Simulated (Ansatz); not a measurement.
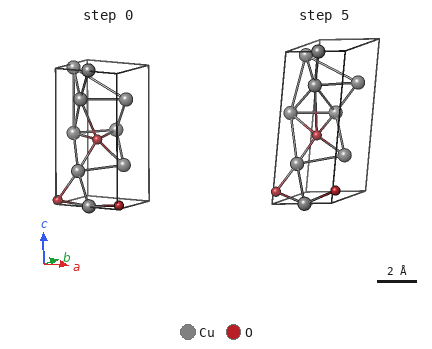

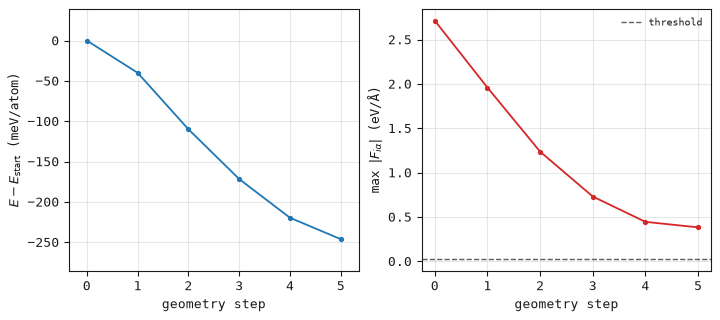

First and last geometry of a relaxation of crystalline Cu4O (a generated structure, set up in P1) (coarse preliminary run), with the history of the run. Style: ball-and-stick. Shown: the cell of the calculation, slightly off an axis.

These are results of Ansatz, DFT PBE, scalar-relativistic, plane waves, PAW, not measurements.

The input:
```yaml
crystal:
  lattice:
    - [2.4497880461, -2.5296651002, 2.5650468149]
    - [2.5542657037, 2.5828965086, -2.6162930641]
    - [0.0019851592, 5.0199698704, 5.0887481406]
  atoms:
    - { symbol: Cu, position: [1.0228958299, 0.5211507427, 0.9745939621] }
    - { symbol: Cu, position: [0.4788814613, -0.0212603521, 0.5056641828] }
    - { symbol: Cu, position: [0.5128190264, 1.0451822671, 1.0018014731] }
    - { symbol: Cu, position: [0.0467075163, 0.4712649519, 0.4968510046] }
    - { symbol: Cu, position: [0.7150414802, 0.7566264364, 0.2689811884] }
    - { symbol: Cu, position: [0.2711403659, 0.2554150264, 0.7669342546] }
    - { symbol: Cu, position: [0.2453806443, 0.2248154766, 0.239165429] }
    - { symbol: Cu, position: [0.7637393638, 0.7459806378, 0.7542458292] }
    - { symbol: O, position: [0.440386946, 0.4540064743, 0.465083814] }
    - { symbol: O, position: [0.0030073658, 0.0468183389, 1.0266788622] }
basis:
  ecutwfc: 420
kpoints:
  mp_grid: { grid: [6, 6, 4] }
hamiltonian:
  xc: pbe
scf:
  occupations: { method: gaussian, width: 0.2 }
  lower_state_search: "off"
output:
  forces: true
  stress: true
  eigenvalues: true
relax:
  adjacent_minimum: "off"
  f_tol: 0.025
  max_steps: 60
  cell: { stress_tol: 0.25 }
```

Launched with:
```bash
ansatz run input.yaml --threads 1 --pin off --max-ram 2560MiB --backend cpu --events-out ev --progress --plain --runs-dir out
```

**Read the history and describe the run.**

The run was cut off at its time limit before the relaxation converged, so the last structure is only a point on the way. The energy falls by 246 meV per atom in 5 geometry steps. Largest force component: 2.7 eV/Å at the start, 0.38 eV/Å at the end. Pressure: 4.19 GPa at the start and 0.34 GPa at the end. The atom that moves furthest relative to the cell is Cu4 (0.63 Å along [−3 −2 2]). Largest moves by element: Cu 0.63 Å, O 0.45 Å. Cell: a 4.357 → 4.007 Å (−8.0 %), b 4.477 → 4.120 Å (−8.0 %), c 7.148 → 8.023 Å (+12.2 %), α 90.6° → 84.1°, β 89.3° → 81.6°, γ 111.0° → 103.0°. Volume −2.9 %. Near-neighbour distances that change, for instance: Cu4–Cu6 3.692 → 2.435 Å, Cu4–Cu8 3.557 → 2.420 Å, Cu6–Cu8 3.649 → 2.670 Å, Cu8–O10 2.383 → 3.224 Å. New bonds form: Cu4–Cu6 (3.69 → 2.43 Å), Cu4–Cu8 (3.56 → 2.42 Å), Cu6–Cu8 (3.65 → 2.67 Å). Bond angles that change, for instance: Cu1–O10–Cu1 160.6° → 121.6°, Cu2–Cu8–Cu6 93.0° → 126.4°, Cu1–O10–Cu7 108.8° → 140.8°. The space group stays P1 (No. 1). Cost: 8.5 min on 1 thread of Intel(R) Xeon(R) 6975P-C (Granite Rapids) (shared host), peak memory 0.9 GiB.
